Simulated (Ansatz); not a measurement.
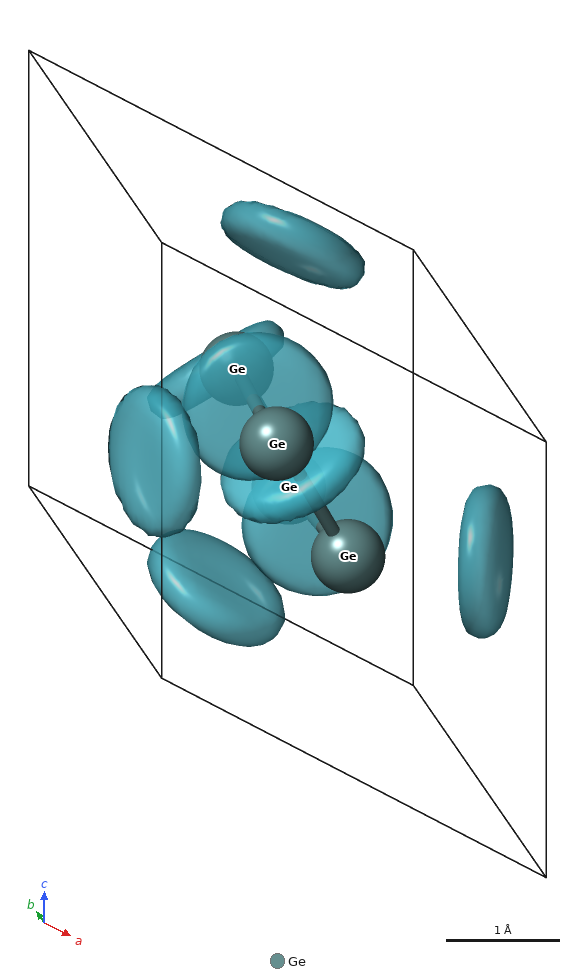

Ge. Isosurface of the ELF at 0.65 (cyan), seen slightly off an axis. Only the valence region is drawn (cores and ρ < 0.01 e/Å³ removed). Sticks mark near contacts.

Space group P2₁; a structure from a database of computed crystals, not necessarily the ambient phase.

All numbers below come from DFT PBEsol, scalar-relativistic, plane waves, PAW (Ansatz).

Core electrons are frozen (PAW), and the valence fields are smoothed inside the atomic spheres.

### Identify the bonds, lone pairs and shells in this picture.

At this value the surface marks out eight regions between bonded Ge–Ge atoms (shared pairs), counted in one cell of 4 atoms. Regions shared between cells count once. Profiles from the grid: Ge–Ge (2.45 Å): the ELF peaks at about 0.75 between the atoms (a covalent bond).
